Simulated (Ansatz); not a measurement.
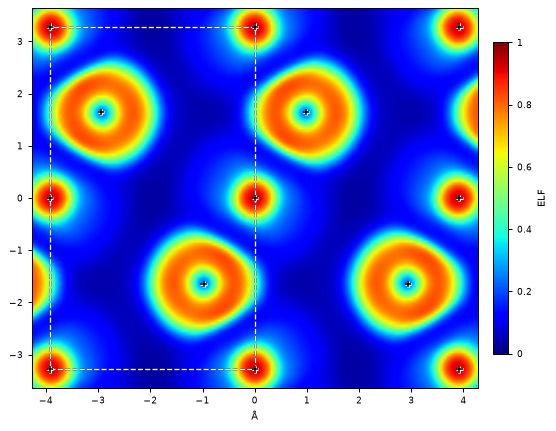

The electron localisation function on a plane through atoms (crosses mark nuclei in the plane).

Computed with DFT PBEsol, scalar-relativistic, plane waves, PAW in Ansatz.

Candidates:
A. Hf$_{3}$N$_{2}$, a = 3.17 Å, b = 3.17 Å, c = 22.96 Å, α = 90.00°, β = 90.00°, γ = 120.00°. Space group R-3m; a structure from a database of computed crystals, not necessarily the ambient phase; computed pressure about 5 GPa in this cell.
B. CuO, a = 3.92 Å, b = 3.94 Å, c = 5.26 Å, α = 90.00°, β = 90.00°, γ = 90.00°. Space group Cccm; a structure from a database of computed crystals, not necessarily the ambient phase; changed on purpose from its base cell (biaxial strain in the a-b plane, c and atoms relaxed: -4.0 %); computed pressure about 6 GPa in this cell; computed without spin polarisation.

Which system is this?

Answer. Candidate B: CuO on the (011) plane of the conventional cell, which holds Cu and O. Cu–O (1.91 Å): the ELF peaks at about 0.85 in the valence shell of O, 0.6 Å from its nucleus, and is about 0.20 at the midpoint (no localised pair shows between them).
